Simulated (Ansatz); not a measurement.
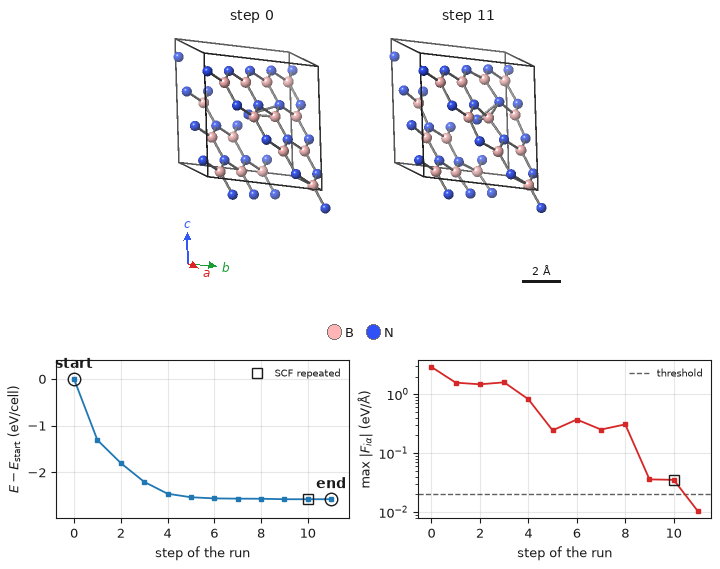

First and last geometry of a relaxation of a defect cell of composition B$_{16}$N$_{17}$, with the history of the run. The picture is a ball-and-stick view of the cell of the calculation (origin shifted), seen slightly off an axis.

Case: N interstitial, charge +0, atoms relaxed.

Computed with DFT PBE+D3(BJ), scalar-relativistic, plane waves, PAW (Ansatz). Set-up: plane-wave cutoff 420 eV; k-point mesh 2 × 2 × 2; occupations gaussian; smearing width 0.02 eV; mesh shifted by (0.5, 0.5, 0.5); collinear spin; atoms relaxed in a fixed cell; force threshold 0.02 eV/Å; at most 60 steps.

**Read the history and describe the run.**

It converged. Over 10 accepted moves (11 points after the start) the energy falls by 2.572 eV per cell of the calculation. The largest force component goes from 2.9 to 0.01 eV/Å. 1 step only repeated the SCF at the same geometry. The largest move is that of an N atom, 0.84 Å roughly along [−1 3 −1]. By element the largest moves are N 0.84 Å, B 0.18 Å. The cell doesn't change. Among the contacts that change: N–N 1.944 → 2.631 Å, B–N 1.754 → 1.513 Å, N–N 1.769 → 1.544 Å, B–N 1.447 → 1.566 Å. Bond angles that change, for instance: N–B–N 80.0° → 115.9°, B–N–N 125.6° → 93.4°, B–N–N 80.9° → 93.3°. The run took 2.3 min on 4 threads of Arm Neoverse V1 (shared host), peak memory 0.88 GiB.

Limits of the set-up: the periodic images lie only 6.7 Å apart, so the values are limited by the cell's size.
